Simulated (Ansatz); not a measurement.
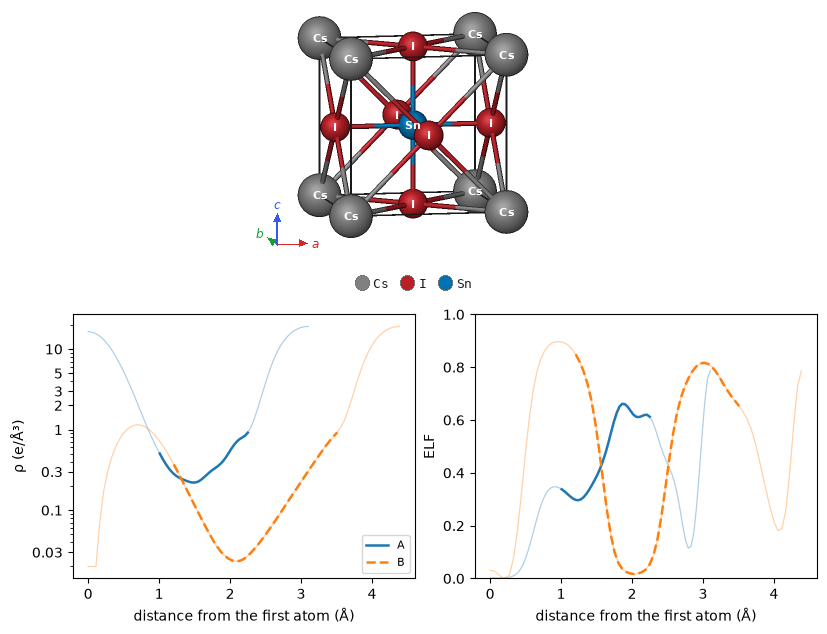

*CsSnI3. Valence electron density and electron localisation function along straight lines between neighbouring atoms. Thin, pale parts lie inside the atomic spheres. The structure is drawn too.*

Space group Pm-3m.

These are results of Kohn-Sham DFT of a periodic cell, PBE, Ansatz PAW in Ansatz 0.2.0, not measurements.

The density is the valence pseudo-density of a PAW calculation; it isn't the true density close to the nuclei.

> Which curve belongs to which contact (Cs–I and Sn–I)? The first atom named is at distance zero.

Curve A: Sn–I (3.10 Å): the density is about 0.23 e/Å³ at the midpoint; the ELF peaks at about 0.65 in the valence shell of I, 1.2 Å from its nucleus, and drops to about 0.30 between the two atoms. Curve B: Cs–I (4.39 Å): the density is about 0.02 e/Å³ at the midpoint; the ELF peaks at about 0.80 in the valence shell of I, 1.4 Å from its nucleus, and drops to about 0 between the two atoms: a largely ionic contact.
